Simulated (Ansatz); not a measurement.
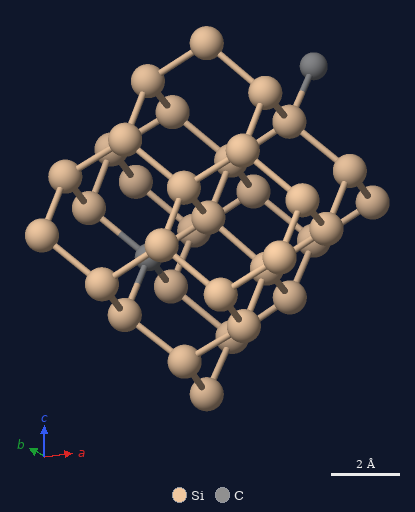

Starting structure of crystalline Si₆₂C₂ (a generated structure, set up in P1). Style: ball-and-stick. Shown: the atoms within 5.8 Å of the atom that moves most (axes of the cell of the calculation (origin shifted)), slightly off an axis.

Level of theory: Ansatz 0.2.0, DFT, PBEsol, PAW, plane waves.

Settings: plane-wave cutoff 420 eV; k-point mesh 1 × 1 × 1; mesh shifted by (0.5, 0.5, 0.5); no spin polarisation; cell relaxed at fixed shape; force threshold 0.03 eV/Å; at most 80 steps.

```xyz
64
Lattice="10.7528 0.0000 0.0000 0.0000 10.7528 0.0000 0.0000 0.0000 10.7528" Properties=species:S:1:pos:R:3 pbc="T T T"
Si    0.0059   10.7463    0.0100
Si   10.7423   10.7319    5.3523
Si    0.0208    5.4010   10.7218
Si    0.0101    5.4098    5.3519
Si    5.3814   10.7382    0.0198
Si    5.3948   10.7496    5.3767
Si    5.3545    5.3914    0.0218
Si    5.3587    5.3696    5.3964
Si    1.3686    1.3639    1.3314
Si    1.3565    1.3284    6.7279
Si    1.3298    6.7144    1.3567
Si    6.7154    1.3095    1.3628
Si    6.7287    1.3331    6.7366
Si    6.7167    6.6809    6.7282
Si    2.6656    2.6912   10.7246
Si    2.6989    2.6841    5.3476
Si    2.7108    8.0421   10.7442
Si    2.6685    8.0710    5.4000
Si    8.0837    2.6480    0.0325
Si    8.0880    2.7056    5.3555
Si    8.0939    8.0658   10.7449
Si    8.0359    8.0619    5.3815
Si    3.9862    4.0465    1.3256
Si    4.0312    4.0237    6.6993
Si    4.0324    9.4159    1.3233
Si    4.0088    9.4102    6.7000
Si    9.4173    4.0175    1.3836
Si    9.4171    4.0219    6.7189
Si    9.4161    9.3951    1.3372
Si    9.4034    9.3979    6.6978
Si    2.7172    0.0194    2.6635
Si    2.6868   10.7360    8.0310
Si    2.6771    5.4116    2.6739
Si    2.7178    5.3812    8.0885
Si    8.0780   10.7496    2.7250
Si    8.0555    0.0203    8.0475
Si    8.0776    5.4001    2.6849
Si    8.0612    5.3867    8.0477
Si    4.0457    1.3105    4.0184
Si    4.0160    1.3349    9.3690
Si    4.0757    6.7153    4.0171
Si    4.0381    6.7143    9.4196
Si    9.4323    1.3548    4.0379
Si    9.4287    1.3361    9.4385
Si    9.3857    6.7054    4.0484
Si    9.4064    6.7356    9.4322
Si   10.7257    2.6815    2.6696
Si    0.0253    2.6815    8.0744
Si    0.0058    8.0726    2.6963
Si    0.0032    8.0735    8.0525
Si    5.3378    2.7370    2.7109
Si    5.3886    2.6921    8.0711
Si    5.4016    8.0507    2.6888
Si    5.3568    8.0827    8.0583
Si    1.3779    4.0762    4.0812
Si    1.3309    4.0266    9.4244
Si    1.3462    9.4304    4.0274
Si    1.3314    9.4407    9.4302
Si    6.6895    4.0350    4.0307
Si    6.7203    4.0119    9.4378
Si    6.7123    9.4087    4.0626
Si    6.7128    9.4230    9.4351
C     1.3702    6.7437    6.7055
C     6.7091    6.6872    1.3137
```

Where does the relaxation end?

Answer. The energy falls by 65.5 meV per atom in 5 geometry steps. Largest force component: 2.1 eV/Å at the start, 0.0038 eV/Å at the end. The pressure goes from 1.23 to 0.00 GPa. Si34 moves most relative to the cell: 0.34 Å along [−1 1 −1]. By element the largest moves are Si 0.34 Å, C 0.05 Å. The drawn cell changes as follows: a = b = c 10.753 → 10.747 Å (−0.1 %); the volume changes by −0.2 %. Near-neighbour distances that change, for instance: Si34–C63 2.363 → 2.019 Å, Si4–C63 2.337 → 2.019 Å, Si50–C63 2.335 → 2.019 Å, Si7–C64 2.277 → 2.019 Å. Bond angles that change, for instance: Si7–Si42–Si34 109.6° → 123.7°, Si24–Si34–Si42 110.9° → 102.7°, Si42–Si34–C63 109.4° → 116.9°. The space group (tolerance 0.01 Å) goes from P1 (No. 1) to P-4m2 (No. 115). Cost: 90 s on 7 threads of Arm Neoverse-V2, peak memory 1.9 GiB.

After the run, drawn alike:

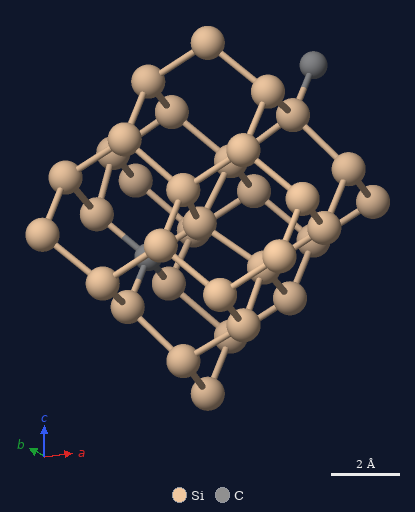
